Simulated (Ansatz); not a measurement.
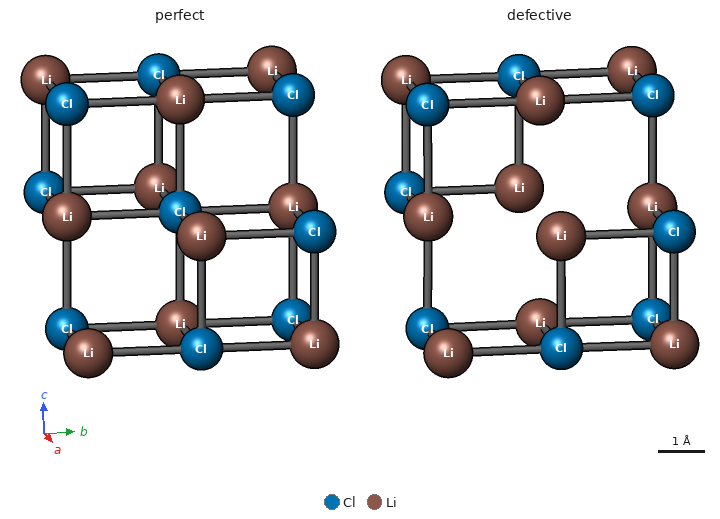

Left: perfect LiCl. Right: the same region with one point defect, after relaxing the atoms in a supercell of 64 sites. Style: ball-and-stick. Shown: the atoms within 4.6 Å of one point, in a slice 5.0 Å thick across the line of sight, slightly off an axis.

Computed with Ansatz, DFT, PBEsol, PAW, plane waves. Set-up: plane-wave cutoff 420 eV; k-point mesh 1 × 1 × 1; mesh shifted by (0.25, 0.25, 0.25); collinear spin. Fermi-Dirac smearing of 0.01 eV. The axes drawn are those of the host's conventional cell.

**Which defect is it?**

A chlorine atom is taken out (a vacancy).

The charge state of the cell is 0.

**What does the relaxation do around it?**

Around the empty Cl site the host had 6 Li at 2.53 Å; after relaxation the nearest atoms are 6 Li at 2.50 to 2.52 Å. Of the host's atoms, a lithium atom moves furthest from its site, by 0.03 Å. The cell's net moment is 1.00 μB.
